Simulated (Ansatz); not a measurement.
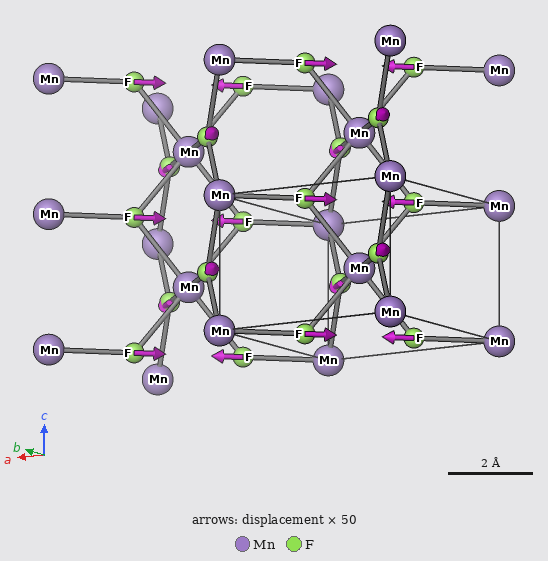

A relaxation of a crystal of MnF2 (set up in P4_2/mnm). The starting structure is drawn; purple arrows show the displacements (the part carried along by the change of the cell is left out), magnified 50 times.

A ball-and-stick model of the cell of the calculation, repeated 2 × 1 × 2 with one cell outlined, seen from a free direction.

The run lets cell and atoms move.

The calculation used Kohn-Sham DFT of a periodic cell, PBEsol, Ansatz PAW (Ansatz).

The input:
```yaml
crystal:
  lattice:
    - [4.8738, 0.0, 0.0]
    - [0.0, 4.8738, 0.0]
    - [0.0, 0.0, 3.3107]
  atoms:
    - { symbol: Mn, position: [0.5, 0.5, 0.5], spin: 4.0 }
    - { symbol: Mn, position: [0.0, 0.0, 0.0], spin: 4.0 }
    - { symbol: F, position: [0.8053, 0.1947, 0.5] }
    - { symbol: F, position: [0.6947, 0.6947, 0.0] }
    - { symbol: F, position: [0.1947, 0.8053, 0.5] }
    - { symbol: F, position: [0.3053, 0.3053, 0.0] }
hamiltonian:
  xc: pbesol
  pseudopotentials: { kind: paw }
magnetization:
  spin_polarized: true
kpoints:
  mp_grid: { grid: [6, 6, 8] }
scf:
  occupations: { method: fermi_dirac, width: 0.05 }
output:
  forces: true
  stress: true
  eigenvalues: true
relax:
  f_tol: 0.01
  max_steps: 40
  cell: { stress_tol: 0.05, p_target: 30.0 }
```

Launched with:
```bash
ansatz run input.yaml --threads 2 --pin off --max-ram 5632MiB --backend cpu --events-out ev --progress --plain --runs-dir out
```

Question: What did the optimiser do to the structure, and how much energy did it gain?

Answer: The energy rises by 187 meV per atom in 7 accepted moves (9 points after the start). With the target pressure of 30 GPa, the enthalpy E + pV changes by −279 meV per atom. Largest force component: 0.0037 eV/Å at the start, under 0.0001 eV/Å at the end. Pressure: −0.68 GPa at the start and 29.97 GPa at the end. At 2 points the geometry stayed and the basis and grid were re-selected for the new cell (energy shift of 3.5 meV per atom at most each time). The largest moves relative to the cell, 0.016 Å, are those of F atoms. Mn stays in place. Cell: a = b 4.874 → 4.435 Å (−9.0 %), c 3.311 → 3.240 Å (−2.1 %). Volume −19.0 %. Among the contacts that change: F–Mn 2.104 → 1.931 Å, F–Mn 2.131 → 2.019 Å. Bond angles that change, for instance: Mn–F–Mn 101.9° → 106.7°, F–Mn–F 78.1° → 73.3°, F–Mn–F 101.9° → 106.7°. The space group stays P4_2/mnm (No. 136). The run may lie on a higher electronic state than the lowest, so the end point isn't shown to be the ground-state structure. Cost: 88 s on 2 threads of Intel(R) Xeon(R) Platinum 8259CL CPU @ 2.50GHz (Skylake/Cascade Lake), on a shared host, peak memory 0.6 GiB.

Limits of the set-up: only the magnetic order of this start and cell was tried (total moment 10.0 μB per cell).
